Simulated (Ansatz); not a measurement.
**Energy of Pt along a strain of the cell**

System: Pt (1 atom in the cell).
Method: DFT PBEsol, scalar-relativistic, plane waves, PAW, no spin polarisation (Ansatz 0.2.0).

The 7 runs differ only in the geometry, by a strain of the cell at fixed fractional positions. Against run 4, the strain is εyy = −0.01 η, εyz = η and εzz = −0.01 η. The structure derives from an entry of the Crystallography Open Database.

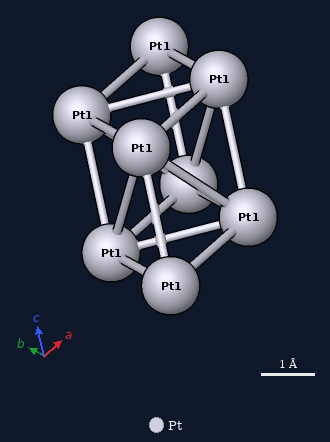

Figure 1. The structure of run 4 (ball-and-stick view of the reduced cell, seen slightly off an axis; atoms are numbered from 1 in the order of the input). An atom can appear more than once, as a periodic image.

**Input of run 4**
```yaml
crystal:
  lattice:
    - [0.0, 1.97258425, 1.97258425]
    - [1.9579, 0.01468425, 1.9579]
    - [1.9579, 1.9579, 0.01468425]
  atoms:
    - { symbol: Pt, position: [0.0, 0.0, 0.0] }
basis:
  ecutwfc: 420
kpoints:
  mp_grid: { grid: [20, 20, 20] }
hamiltonian:
  xc: pbesol
scf:
  occupations: { method: gaussian, width: 0.15 }
output:
  forces: true
  stress: true
  eigenvalues: true
```

Command:
```bash
ansatz run input.yaml --threads 1 --pin off --max-ram 2560MiB --backend cpu --events-out ev --progress --plain --runs-dir out
```

Lattice vectors (Å) and fractional positions of run 4:
```
   0.000000    1.972584    1.972584
   1.957900    0.014684    1.957900
   1.957900    1.957900    0.014684
Pt  0.000000  0.000000  0.000000
```

Run 5 differs from it as follows:
```diff
-    - [0.0, 1.97258425, 1.97258425]
-    - [1.9579, 0.01468425, 1.9579]
-    - [1.9579, 1.9579, 0.01468425]
+    - [0.0, 1.979926375, 1.979926375]
+    - [1.9579, 0.022026375, 1.9579]
+    - [1.9579, 1.9579, 0.022026375]
```

**Results, with one run withheld**

```csv
run,strain parameter η (%),"free energy per atom, from the lowest run given (meV)",pressure (GPa)
1,−3.7502,14.14,1.67
2,−2.2501,3.24,0.86
3,−0.3750,0.00,0.61
4,0.0000,0.64,0.66
5,0.3750,?,?
6,1.1251,5.22,1.01
7,1.5001,7.69,1.19
```

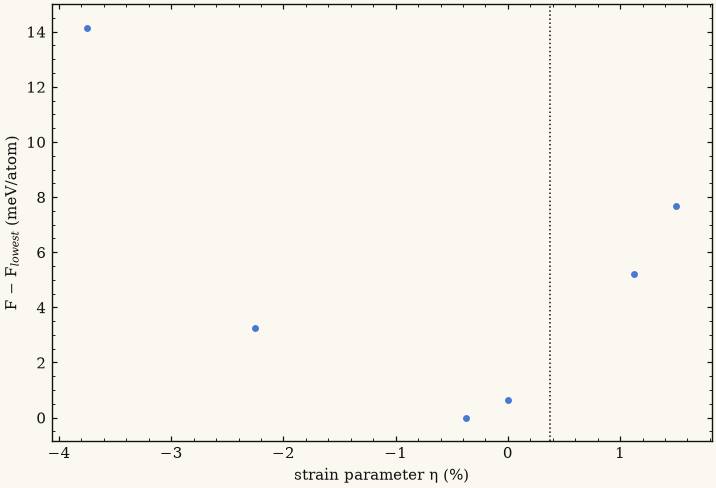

Figure 2. Free energy per atom of the runs given; the dotted line marks run 5.

Fit the runs given and predict run 5.

A cubic polynomial in the coordinate, fitted to the 6 runs given, misses them by at most 0.05 meV per atom. With x = η + 0.6250, it reads F = −0.2385 + 0.43854 x + 1.5704 x² − 0.013334 x³ (meV per atom). At run 5 it gives 1.76 meV per atom, and the run itself gives 1.72. The fit has its minimum at η = −0.7644 %.

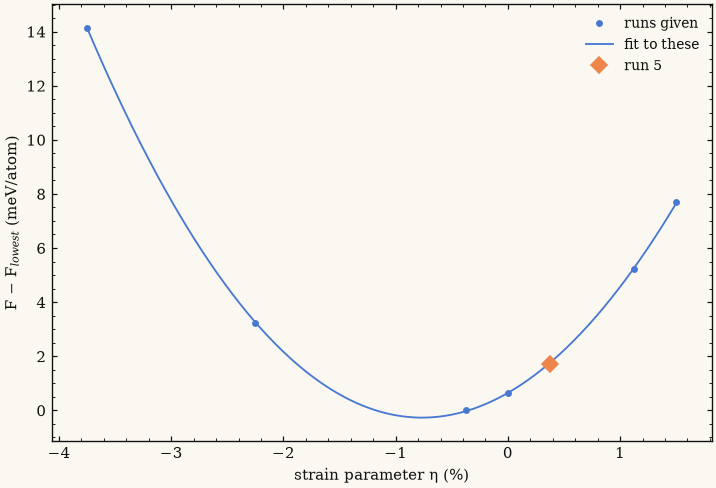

Figure 3. The fit and the withheld run.

**Output, shortened to warnings, some set-up lines, iterations and results (run 5)**
```
Basis set: ecut = 420 eV, 295 PW (Γ), exchange–correlation on 40×40×40 points (8 copies of the dense FFT grid, shifted against one another)
Symmetry: 8 space group operations
k-points: 1166 of 8000
Initial density: superposition of atomic densities (neutral atoms: chi_scale 0, normalization atom), corrected by the library's trained network
[...]
SCF iter   1: F=—  HF=-12383.830082 eV  |F-HF|=—  |Δ(HF+E_count)|=         —  Δρ=6.55e-3  dr2=4.91e-3  ethr=1.77e-3  ⟨swp⟩=5.0  Hψ=82033  notcnv=0
SCF iter   2: F=—  HF=-12383.828686 eV  |F-HF|=—  |Δ(HF+E_count)|=   1.40e-3  Δρ=3.04e-3  dr2=9.76e-4  ethr=2.73e-5  ⟨swp⟩=1.3  Hψ=25656  notcnv=0
SCF iter   3: F=—  HF=-12383.828474 eV  |F-HF|=—  |Δ(HF+E_count)|=   2.12e-4  Δρ=3.77e-4  dr2=9.22e-6  ethr=5.42e-6  ⟨swp⟩=2.0  Hψ=20668  notcnv=0
SCF iter   4: F=—  HF=-12383.828480 eV  |F-HF|=—  |Δ(HF+E_count)|=   6.01e-6  Δρ=7.41e-5  dr2=2.32e-7  ethr=5.12e-8  ⟨swp⟩=2.5  Hψ=25185  notcnv=0
SCF iter   5: F=-12383.828480 eV  HF=-12383.828480 eV  |F-HF|=5.97e-9  |Δ(HF+E_count)|=   1.15e-7  Δρ=1.03e-5  dr2=9.96e-9  ethr=1.29e-9  ⟨swp⟩=2.0  Hψ=24383  notcnv=0
SCF iter   6: F=-12383.828480 eV  HF=-12383.828480 eV  |F-HF|=1.71e-10  |Δ(HF+E_count)|=   2.26e-9  Δρ=2.03e-6  dr2=3.56e-10  ethr=5.53e-11  ⟨swp⟩=1.8  Hψ=46273  notcnv=0
SCF 1 converged in 6 iterations: F = -12383.828480 eV  dr2 = 3.56e-10
SCF converged after 6 iterations
Free energy (F): -12383.828480 eV
Harris-Foulkes:  -12383.828480 eV  (|F-HF|=1.71e-10)
Internal energy: -12383.809184 eV  (E = F + TS)
E sigma→0 (E₀):  -12383.818832 eV
Entropy (-TS):   -0.019295 eV (-19.295 meV/atom)
Fermi energy:    23.385432 eV
--- Per-component energies (eV) ---
  E_band       = -129.531402
  E_kinetic    = 638.178064
  E_local      = -1457.124410  (includes V_loc(G=0)·N_el)
  E_nonlocal   = 202.935614
  E_hartree    = 540.051544
  E_xc         = -260.523433
  E_vxc        = -302.654862  (∫ρ·V_xc dr)
  E_paw        = -9316.321546  (= ΣΔE_a)
  E_vpaw       = -290.969825  (= ΣTr[D̂ρ^β])
  E_aug_tail   = 0.000186  (compensation charges beyond the density's cutoff)
  E_ewald      = -2731.292185
  E_core_change = 0.286981  (= ΣΔE_core)
  E_smearing   = -0.019295  (= −TS)
  E_closure    = -0.000000  (closes the sum)
  Σ components = -12383.828480   (vs F -12383.828480, Δ=0.00e0)
--- Forces (eV/Å), atoms counted from 1 ---
  atom   1  Pt     0.00000000     0.00000000     0.00000000
  max |Σ_I F_I| component: 7.40e-32 eV/Å
--- Stress (GPa, compression-positive) ---
        0.411098       0.000000       0.000000
        0.000000       0.911563      -1.836502
        0.000000      -1.836502       0.911563
  P = ⅓ Tr σ = 0.7447 GPa (7.447 kbar)
```

Notes: Spin–orbit coupling is left out, which matters for Pt.
